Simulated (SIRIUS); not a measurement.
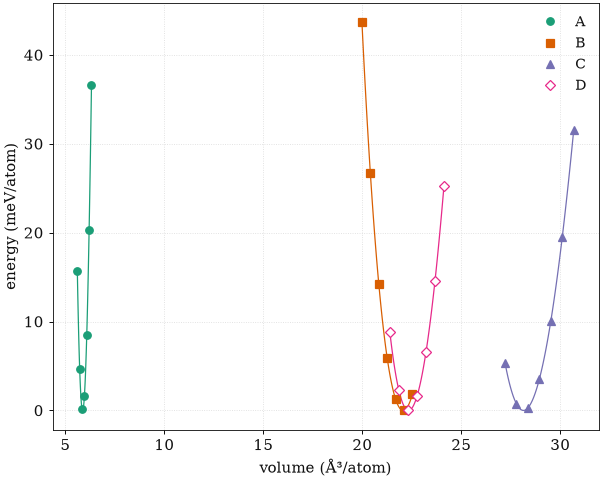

Plotted: energy against volume, with one curve for each compound, for BN, BeTe, CdSe and ZnSe (all in space group F-43m (No. 216)). The labels are replaced by letters.

Computed with SIRIUS 7.12.0: plane-wave DFT, no spin polarisation; energies at scaled volumes of the given cell, shape and fractions fixed, counted from the fit's minimum, third-order Birch-Murnaghan fit. Level: PBEsol.

| setting | value |
| --- | --- |
| occupations | Fermi–Dirac |
| smearing width | 0.05 eV |
| potentials | dojo sr pbesol 0.4.1 standard |

> Which letter stands for which compound?

A: BN; B: BeTe; C: CdSe; D: ZnSe.
